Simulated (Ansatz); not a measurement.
## CoSi: an electron-density study

Space group P2_13; spin-polarised.

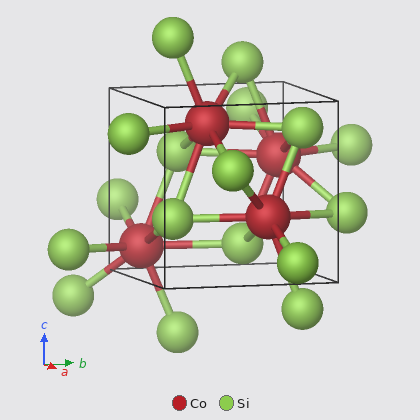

The conventional cell.

The calculation's input:

```
crystal:
  lattice:
    - [4.438, 0.0, 0.0]
    - [0.0, 4.438, 0.0]
    - [0.0, 0.0, 4.438]
  atoms:
    - { symbol: Co, position: [0.14, 0.14, 0.14], spin: 3.0 }
    - { symbol: Co, position: [0.36, 0.86, 0.64], spin: 3.0 }
    - { symbol: Co, position: [0.64, 0.36, 0.86], spin: 3.0 }
    - { symbol: Co, position: [0.86, 0.64, 0.36], spin: 3.0 }
    - { symbol: Si, position: [0.843, 0.843, 0.843] }
    - { symbol: Si, position: [0.657, 0.157, 0.343] }
    - { symbol: Si, position: [0.343, 0.657, 0.157] }
    - { symbol: Si, position: [0.157, 0.343, 0.657] }
magnetization:
  spin_polarized: true
basis:
  ecutwfc: 500
  fft_grid_basis: typed
kpoints:
  mp_grid: { grid: [8, 8, 8] }
hamiltonian:
  xc: pbe
  pseudopotentials: { kind: paw }
scf:
  occupations: { method: gaussian, width: 0.05 }
output:
  forces: true
  stress: true
  eigenvalues: true
  bader: true
  write_density: true
  volumetric_format: npy
  populations: true
  elf: true
```

Run with:

```sh
ansatz run input.yaml --threads 2 --pin off --max-ram 4096MiB --backend cpu --events-out ev --progress --plain --runs-dir out
```

The picture shows the conventional cell (a = 4.44 Å, b = 4.44 Å, c = 4.44 Å, α = 90.00°, β = 90.00°, γ = 90.00°).

All numbers below come from DFT PBE, scalar-relativistic, plane waves, PAW (Ansatz).

Core electrons are frozen (PAW), so the maps are meaningful between the atoms, not at the nuclei.

## 1. Bonding charge

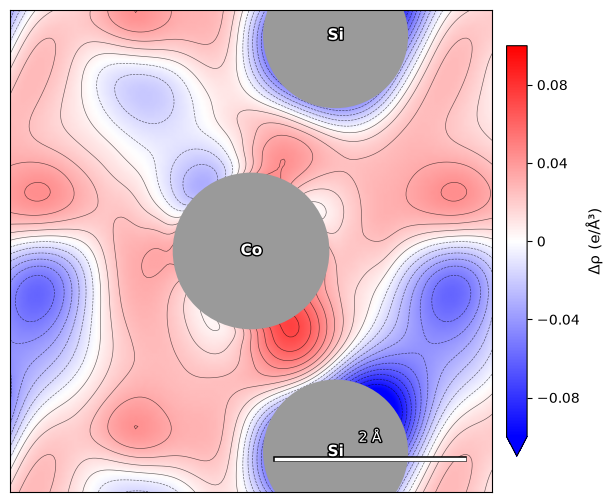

Bonding charge density, ρ(crystal) − Σ ρ(neutral atoms): a map on the (100) plane of the conventional cell, with grey discs over the atomic cores. Cores are masked to 0.8 Å (Co) and 0.8 Å (Si).

Question: Describe the bonding charge.

Answer: Co–Si (2.28 Å): Δρ is +0.06 e/Å³ at the midpoint.
- Co–Co (2.72 Å): Δρ is about zero at the midpoint (this contact isn't in the plane drawn).
- Si–Si (2.75 Å): Δρ is −0.007 e/Å³ at the midpoint (this contact isn't in the plane drawn).
- Over the whole cell, outside the masked cores, the largest gain, 0.07 e/Å³, lies 0.9 Å from a cobalt nucleus and 1.4 Å from a silicon one, and the largest loss lies at the edge of the masked core of Si.
- In all about 0.15 e an atom is rearranged against the free atoms.
- Bader charges: Co −0.41 and Si +0.41 e. Among metals such charges hang on how the charge between the atoms is shared out.

## 2. Moving an atom

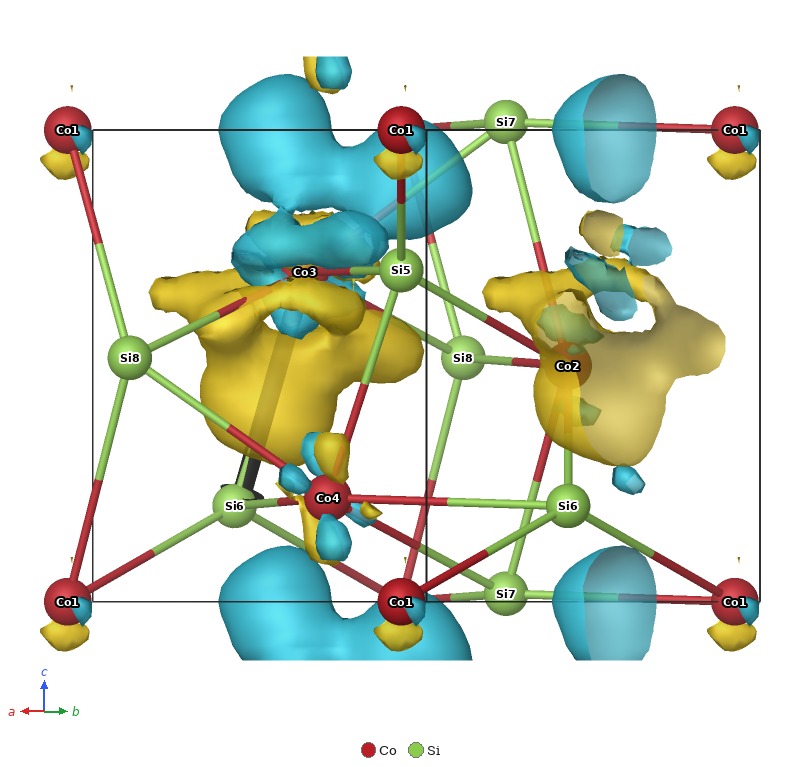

Co3 was moved by 0.10 Å roughly along [0 −1 −2] in the axes of the cell drawn (arrow, not to scale). Change of the density less the rigid motion of the neutral atom's own density: yellow surfaces at +0.01 and cyan ones at −0.01 e/Å³, in the cell of the calculation (origin moved) seen along [110].

Question: Describe the electronic response.

Answer: About 0.12 e is rearranged in the cell. Outside the cores the largest gain, 0.03 e/Å³, lies 1.0 Å from a cobalt nucleus and 1.4 Å from a silicon one, and the largest loss, 0.03 e/Å³, lies 1.2 Å from a cobalt nucleus and 1.2 Å from a silicon one.

Question: What restoring force does the calculation give for this move?

Answer: The force on it changes by 1.15 eV/Å along the move, against it: a stiffness of about 12 eV/Å² for this sublattice shift.

## 3. Change of volume

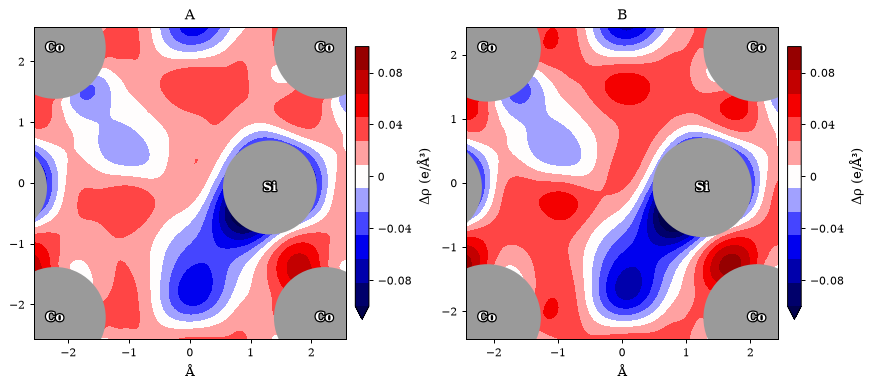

CoSi: deformation density on the (100) plane of the conventional cell at two volumes, with the same fractional coordinates and one colour scale. Grey discs cover the cores.

Question: How do the two volumes compare, and how does the bonding charge respond?

Answer: A is the larger cell: B has 85 % of the volume of A.
From A to B, Co–Si goes from 2.28 to 2.16 Å, and Δρ at its midpoint from +0.06 to +0.07 e/Å³.
The pressure is 0 GPa in A and 52 GPa in B.
The rearranged charge is 0.15 e an atom in A and 0.15 e in B.
The scaled cell isn't relaxed: forces reach 1.0 eV/Å.

## 4. Putting it together

The two pressures give a mean stiffness −ΔP/Δln V of about 321 GPa over this range, with the atoms held at their fractional positions.

Run times: 2.1 min (base cell), 6.1 min (moved atom) and 2.8 min (scaled cell), on 2 threads of Intel(R) Xeon(R) Platinum 8259CL CPU @ 2.50GHz (Skylake/Cascade Lake), on a shared host.
